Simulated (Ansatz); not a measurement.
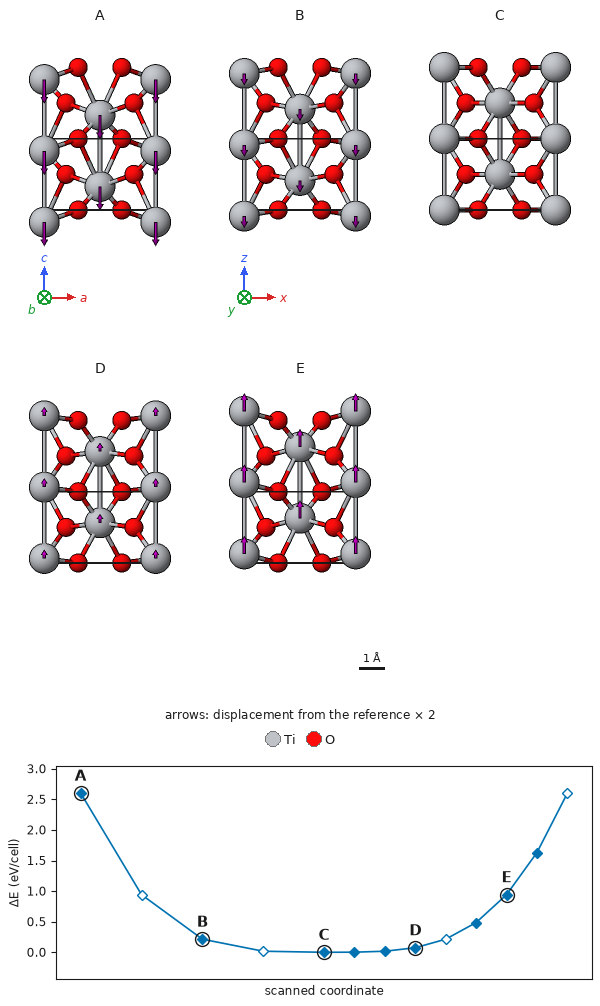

Frames of a one-coordinate scan of a crystal of TiO$_{2}$ (P4_2/mnm). Hollow markers are points alike by symmetry, not computed again. Style: ball-and-stick. Shown: the cell of the calculation, repeated 1 × 2 × 2 with one cell outlined, along the b axis. Purple arrows: displacements from the reference.

The calculation used DFT PBEsol, scalar-relativistic, plane waves, PAW (Ansatz 0.2.0). Set-up: plane-wave cutoff 420 eV; k-point mesh 6 × 6 × 10; occupations gaussian; smearing width 0.05 eV; no spin polarisation. Energies (free energies at the smearing named) are counted from the relaxed crystal.

**What is being scanned?**

The whole Ti sublattice is shifted rigidly, along Cartesian [0 0 1], all else fixed. In the frames the displacement is −0.50 Å (A), −0.25 Å (B), 0.00 Å (C), 0.1875 Å (D), 0.375 Å (E). Of the computed points the lowest is at the displacement 0.00 Å, 0.00 eV/cell. At the ends of the scan the energy is 2.60 eV/cell (−0.50 Å) and 2.60 eV/cell (0.50 Å). The well is symmetric. At the highest point the shortest interatomic distance is 1.60 Å, against 1.94 Å in the reference. The distortion takes the space group from P4_2/mnm to P4_2nm.
